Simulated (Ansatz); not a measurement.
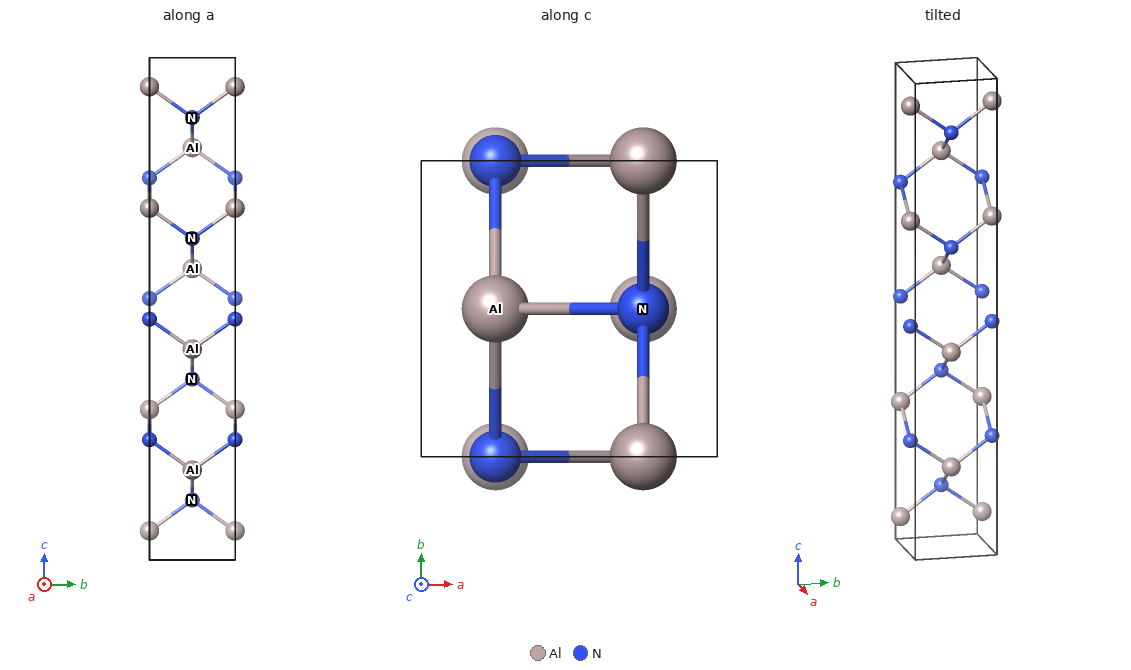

The image is a ball-and-stick drawing of a crystal, viewed along the a axis, along the c axis and slightly off an axis. The parallelepiped is the conventional unit cell. Cell: a = 3.114 Å, b = 3.114 Å, c = 18.274 Å, α = 90.00°, β = 90.00°, γ = 90.00°.

Caption:

Chemical formula AlN. The symmetry is that of Pmma (No. 51), on a primitive orthorhombic lattice. In the cell are 8 Al, 8 N, which makes 8 formula units. By contacts within bonding range, the coordination numbers are Al 2 to 4 (mean 3.5) and N 2 to 4 (mean 3.5). Not all metal-metal contacts are counted. The bonds build AlN layers parallel to (001).

It goes back to a structure listed in the Materials Project. It was relaxed with DFT PBE, scalar-relativistic, plane waves, PAW in Ansatz 0.2.0 under a constraint or pressure on the cell, so some stress remains.
